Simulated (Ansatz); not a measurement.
System: Al.

```cif
data_structure
_symmetry_space_group_name_H-M 'P 1'
_symmetry_Int_Tables_number 1
_cell_length_a 2.7215
_cell_length_b 2.7215
_cell_length_c 2.7217
_cell_angle_alpha 90.000
_cell_angle_beta 90.000
_cell_angle_gamma 90.000
_cell_volume 20.16
loop_
_atom_site_label
_atom_site_type_symbol
_atom_site_fract_x
_atom_site_fract_y
_atom_site_fract_z
_atom_site_occupancy
Al1 Al 0.50000 0.50000 0.50000 1
```

Space group Pm-3m; a structure generated by program, which may or may not match a known phase; computed without spin polarisation.

All numbers below come from Ansatz 0.2.0, DFT PBE, scalar-relativistic, plane waves, PAW.

What can the converged valence pseudo-density and electron localisation function tell about the bonding?

Al–Al (2.72 Å): ρ at the midpoint is about 0.22 e/Å³; the ELF peaks at about 0.80 between the atoms.

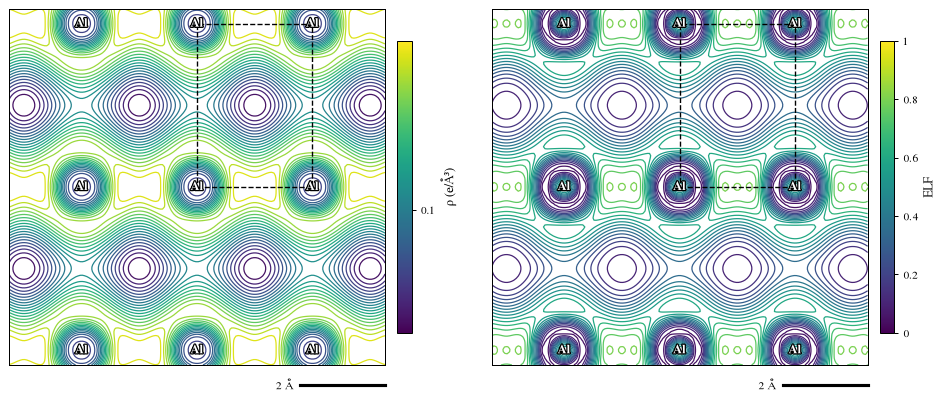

Computed valence pseudo-density and electron localisation function on the (011) plane of the conventional cell, in this order. 
